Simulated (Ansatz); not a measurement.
**MgS: density, localisation and related maps**

```xyz
4
Lattice="2.5514 2.5514 0.0000 -2.5514 2.5514 0.0000 0.0000 0.0000 5.1437" Properties=species:S:1:pos:R:3 pbc="T T T"
Mg    0.0000    0.0000    0.0000
Mg    0.0000    2.5514    2.5719
S     0.0000    0.0000    2.5719
S     0.0000    2.5514    0.0000
```

Space group I4/mmm; changed on purpose from its base cell (in-plane strain -0.005, out-of-plane length and atoms relaxed by PAW).

The calculation used DFT, LDA, PAW with Ansatz's default frozen-core files, scalar-relativistic; relaxation of cell and atoms (Ansatz 0.2.0).

The density is the valence pseudo-density of a PAW calculation; it isn't the true density close to the nuclei.

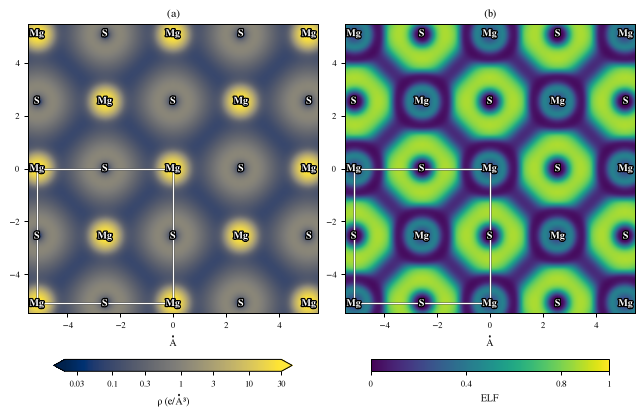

Figure 1. (a) valence charge density (pseudo); (b) ELF on the (110) plane of the conventional cell.

Question: Interpret the plot.

Answer: The section cuts through Mg and S sites.
Mg–S (2.55 Å): the density is about 0.29 e/Å³ at the midpoint; the ELF peaks at about 0.90 in the valence shell of S, 0.9 Å from its nucleus, and falls to about 0.05 next to Mg; an ionic contact with no shared pair.
Between the atoms the lowest density in this plane is 0.1 e/Å³.

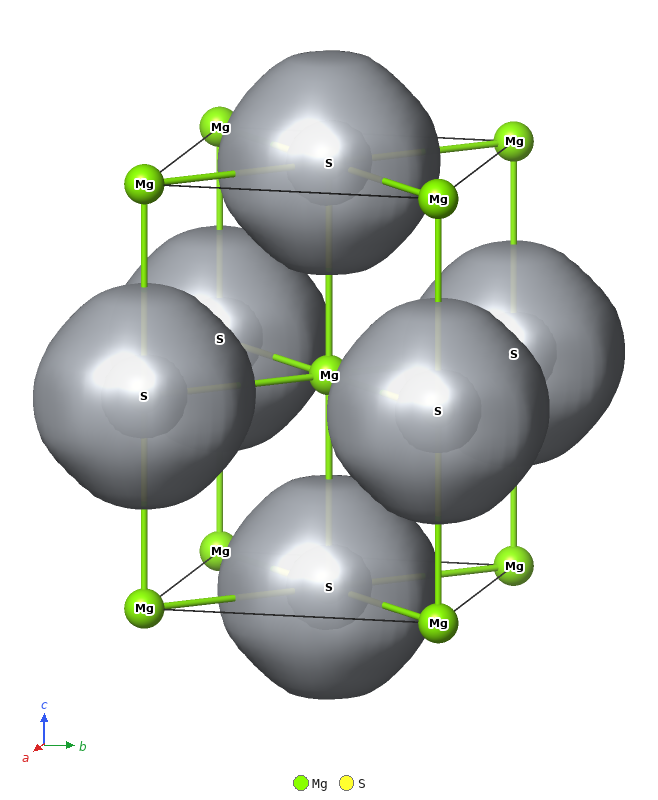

Figure 2. Isosurface of the ELF at 0.65 (grey), seen slightly off an axis. Core shells and regions of very low density are left out. Sticks mark near contacts.

Question: Where are the electrons localised?

Answer: At this value the surface marks out two regions wrapped around S (the valence shell of each), counted in one cell of 4 atoms. Any copies at cell faces, edges or corners count once.

Question: Metal or insulator at this level of theory?

Answer: It is gapped, with a Kohn–Sham gap of 2.6 eV on the k-point mesh (the band edges may lie off the mesh, which would make the gap smaller).
